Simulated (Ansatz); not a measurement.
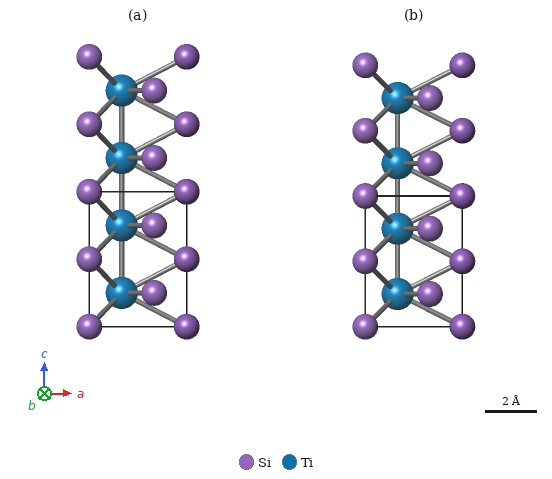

The structure of crystalline TiSi2 (set up in P-6m2) before (left) and after (right) a relaxation, at one scale.

The picture is a ball-and-stick view of the cell of the calculation, repeated 1 × 1 × 2 with one cell outlined, seen along the b axis.

Case: 4 of 6 Ti sites taken by Si, cell and atoms relaxed.

Method: DFT r2SCAN, scalar-relativistic, plane waves, PAW in Ansatz 0.2.0. Settings: plane-wave cutoff 500 eV; k-point mesh 12 × 12 × 8; occupations gaussian; smearing width 0.1 eV; no spin polarisation; cell and atoms relaxed; force threshold 0.015 eV/Å; at most 60 steps.

Q: Describe what moved and what it gained.

A: After 3 accepted moves (4 points after the start) the energy has fallen by 63.5 meV per cell of the calculation. All forces vanish by symmetry, so only the cell relaxes. The pressure goes from −3.65 to 0.00 GPa. At 1 point the geometry stayed and the basis and grid were re-selected for the new cell (energy shift of 0.8 meV per cell of the calculation at most each time). No atom moves by more than 0.005 Å relative to the cell. Cell: a = b 4.443 → 4.429 Å (−0.3 %), c 5.330 → 5.162 Å (−3.2 %). Volume −3.8 %. Some distances before and after: Ti–Ti 2.665 → 2.581 Å, Si–Ti 2.891 → 2.864 Å, Si–Ti 2.565 → 2.557 Å. The space group stays P-6m2 (No. 187).
